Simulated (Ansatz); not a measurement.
## STM study: LiCl(100) (Fm-3m bulk, 5 atomic planes (those closer than 0.6 Å count as one), 10 Å, LiCl-terminated)

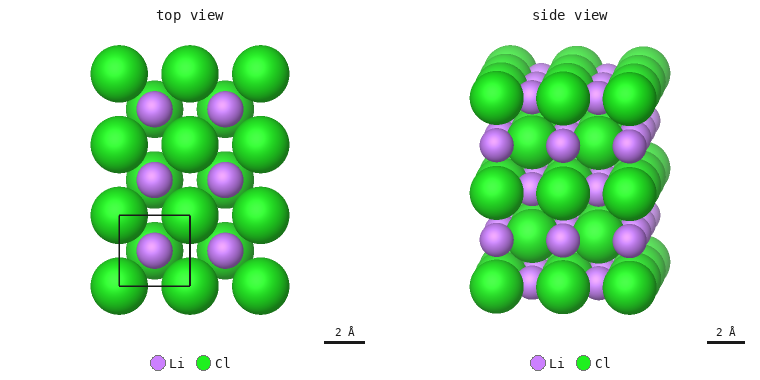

The relaxed structure from above and from the side.

Theory: DFT PBE, scalar-relativistic, plane waves, PAW (Ansatz). Cutoff 420 eV, 24 × 24 k-points, Gaussian smearing 0.05 eV, dipole correction. The slab is a cut without reconstruction beyond its cell, at the source's lattice constants, with its lower half held fixed and the rest relaxed. No spin polarisation. The semilocal functional makes this wide gap too small, and with it the biases at which current sets in.

Tersoff–Hamann simulation (s-wave tip); biases are sample biases. Zero bias is put in the middle of the gap by convention. Bias windows are sharp sums over the levels of the k mesh.

```
CELL_PARAMETERS angstrom
3.62712 0.00000 0.00000
0.00000 3.62712 0.00000
0.00000 0.00000 27.25904
ATOMIC_POSITIONS crystal
Li 0.50000 0.50000 0.31182
Cl 0.00000 0.00000 0.31182
Li 0.00000 0.00000 0.40591
Cl 0.50000 0.50000 0.40591
Li 0.50000 0.50000 0.50011
Cl 0.00000 0.00000 0.50049
Li 0.00000 0.00000 0.59653
Cl 0.50000 0.50000 0.59442
Li 0.50000 0.50000 0.68503
Cl 0.00000 0.00000 0.69176
```

The last single point, restarted from the relaxation's density, took 5.4 min on 1 thread of Arm Neoverse N1, on a shared host, peak memory 1 GiB.

Part 1: One image

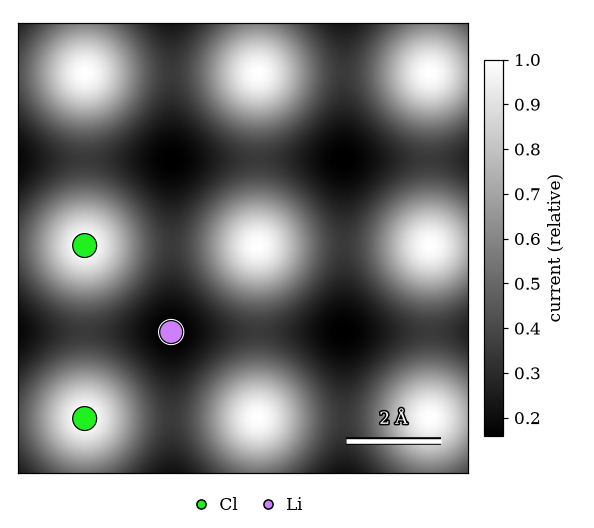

Constant-height image 3.5 Å above the topmost atom of this surface, sample bias −3.30 V. The atoms seen from above are drawn over one corner (deeper ones smaller).

Question: Assign the bright and dark features to the surface structure.

Answer: The brightest spots lie over the top Cl atoms; the darkest points are over the top Li atoms. The brightest point carries 6.3 times the current of the darkest.

Part 2: Approach curves

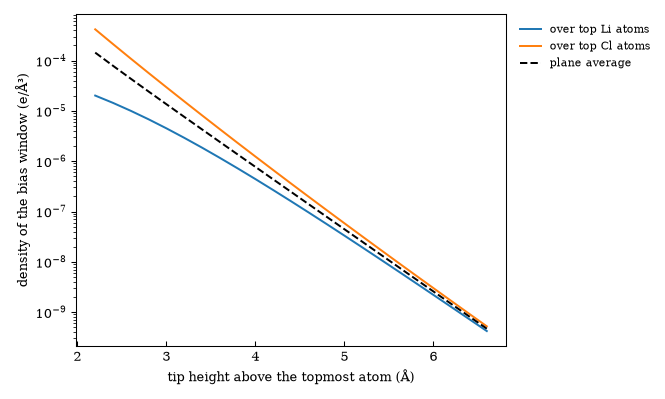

Approach curves over this surface at a sample bias of −2.95 V.

Question: How fast does the current decay, and what apparent barrier height does that imply?

Answer: Near 4 Å the plane average falls as exp(−2.86 z/Å), a factor of 17 per ångström, which gives an apparent barrier of 7.8 eV (0.952 eV Å² times the slope squared). The vacuum level lies 4.38 eV above zero bias. The highest filled states lie 7.08 eV under it. The apparent barrier is above 7.08 eV. The value exceeds even the 7.33 eV between the vacuum level and the deepest states of the window, so their depth alone doesn't explain it. States away from the zone centre decay faster, since their momentum along the surface adds to the barrier, and that may account for the rest.

Part 3: States by depth

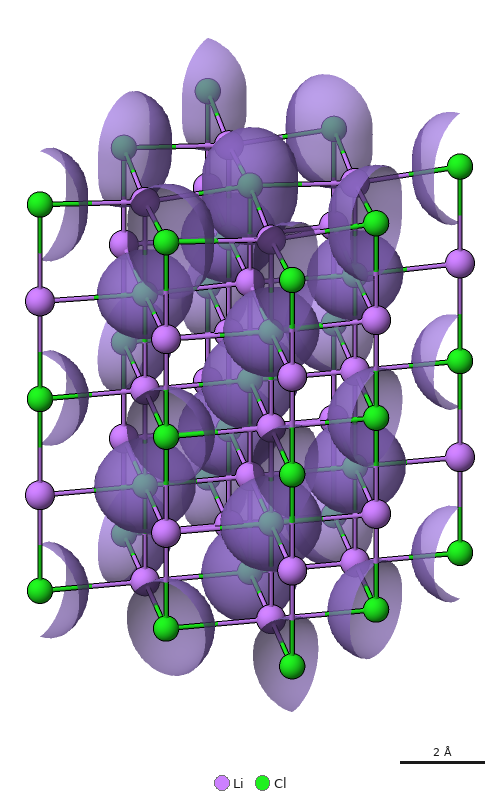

Density of all states between −3.30 and −2.95 eV (zero: the middle of the gap) of this surface: purple isosurface at 4.8 × 10⁻² e/Å³, seen from the side, tilted.

The picture shows the smooth PAW orbitals' density alone; the shares below count all of it.

Question: How is this energy window spread over the atomic planes?

Answer: The window holds 6.1 states per cell. Shares by plane (space cut midway between planes), top to bottom: LiCl 27 %, LiCl 16 %, LiCl 19 %, LiCl 19 %, LiCl 19 %; the outer planes' shares include the vacuum, and density in a gap between layers is shared out between the planes on either side.
